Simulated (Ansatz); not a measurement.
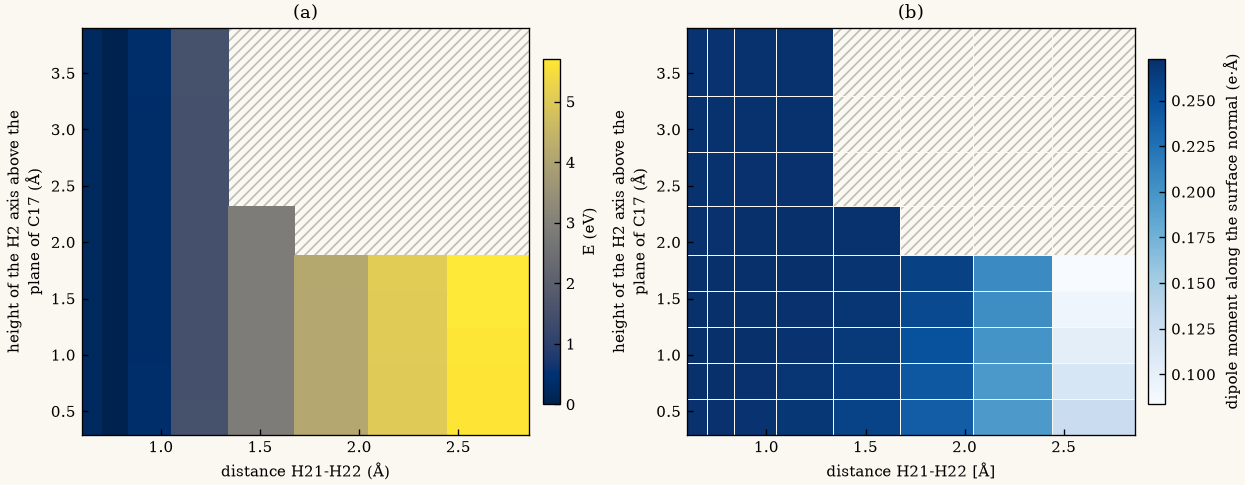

H₂ on a C(111) slab cut from the P6/mmm phase, its upper half relaxed before the scan (20 atoms of substrate and one adsorbate in a 2 × 1 cell). H2 lies flat over one site of a rigid substrate while its bond length and height are varied; it sits over a hollow site, heights counted from the top plane, its axis along the first surface vector. First axis: distance H21-H22. Second axis: height of the H2 axis above the plane of C17. The grid has 8 × 9 points. At 15 points there is no value (left out: too close to the surface, or the stretched molecule far from it). Points are written as (first, second). Energies are in eV, from the lowest grid point. Theory: DFT PBE, scalar-relativistic, plane waves, PAW in Ansatz. Settings: cutoff 420 eV, k-mesh 4×3×1, gaussian smearing 0.1 eV, no spin polarisation.

Panel (a) is the energy and panel (b) the computed dipole moment along the surface normal on the same grid.

In the figure: one coloured cell a grid point, hatched blanks where no value was computed.

### How does the dipole moment along the surface normal vary over the map, and what is it at the lowest grid point?

Leaving out the highest fifth of the energies, it runs from 0.24 e·Å at (1.849 Å, 0.45 Å) to 0.27 e·Å at (0.650 Å, 1.09 Å). At the lowest grid point, (0.750 Å, 1.73 Å), it is 0.27 e·Å.

PAW datasets: the set soft_1.
